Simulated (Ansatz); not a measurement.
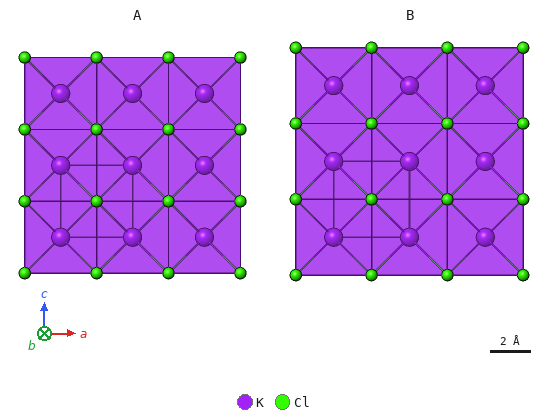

Two geometries of crystalline KCl (built on the measured structure type), drawn at one scale. One is the start of a relaxation, the other its converged end. The picture is a polyhedral view of the cell of the calculation, repeated 2 × 1 × 2 with one cell outlined, seen along the b axis.

Computed with DFT, LDA, plane waves, PAW in Ansatz 0.2.0. Set-up: plane-wave cutoff 420 eV; k-point mesh 6 × 6 × 6; occupations fermi dirac; smearing width 0.02 eV; no spin polarisation; cell and atoms relaxed; force threshold 0.005 eV/Å.

Question: Which of the two is the end point?

Answer: Structure A is the relaxed one. No atom moves by more than 0.005 Å relative to the cell. Cell: a = b = c 3.835 → 3.637 Å (−5.2 %). Volume −14.7 %. Near-neighbour distances that change, for instance: Cl–K 3.321 → 3.149 Å. The space group stays Pm-3m (No. 221). The energy falls by 47.3 meV per atom in 4 accepted moves (5 points after the start). All forces vanish by symmetry, so only the cell relaxes. Pressure: −3.11 GPa at the start and −0.01 GPa at the end. At 1 point the geometry stayed and the basis and grid were re-selected for the new cell (energy shift of 0.1 meV per atom at most each time). The run took of the order of 4 core-seconds on a shared host.
